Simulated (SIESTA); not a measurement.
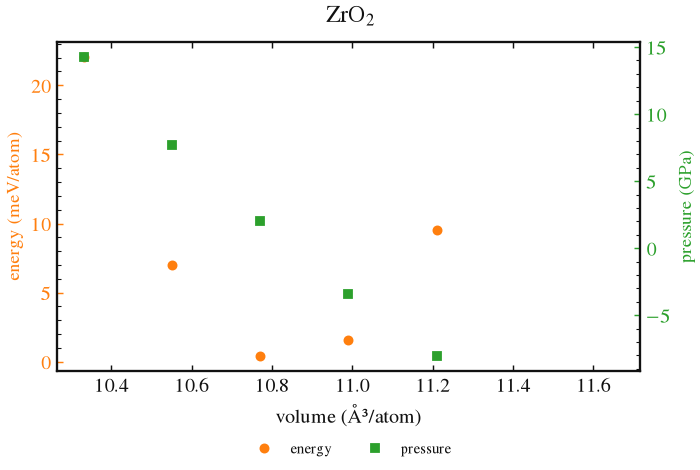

The picture above shows the energy and pressure against volume for ZrO₂, space group Fm-3m (No. 225).

Starting cell:
```xyz
3
Lattice="0.0000 2.5451 2.5451 2.5451 0.0000 2.5451 2.5451 2.5451 0.0000" Properties=species:S:1:pos:R:3 pbc="T T T"
Zr    0.0000    0.0000    0.0000
O     3.8176    3.8176    3.8176
O     1.2725    1.2725    1.2725
```

How it was computed, with SIESTA 5.4.2: DFT in numerical atomic orbitals with pseudopotentials, no spin polarisation; energies at scaled volumes of the given cell, shape and fractions fixed, counted from the fit's minimum, third-order Birch-Murnaghan fit. Level: LDA.

```json
{"setting": "k mesh", "value": "9×9×9"}
{"setting": "occupations", "value": "Fermi–Dirac"}
{"setting": "smearing width", "value": "0.05 eV"}
{"setting": "potentials", "value": "PseudoDojo 0.4 standard, converted to PSML, two zetas on semicore shells"}
{"setting": "program settings", "value": "basis DZP, mesh cutoff 800 Ry"}
```

The points at volume 11.43 Å³/atom and 11.65 Å³/atom are left out of the plot. What values does the calculation give there?

| volume (Å³/atom) | energy (meV/atom) | pressure (GPa) |
| --- | --- | --- |
| 11.43 | 23.70 | −12.58 |
| 11.65 | 43.64 | −16.39 |

Note: mulliken charges of long orbitals.
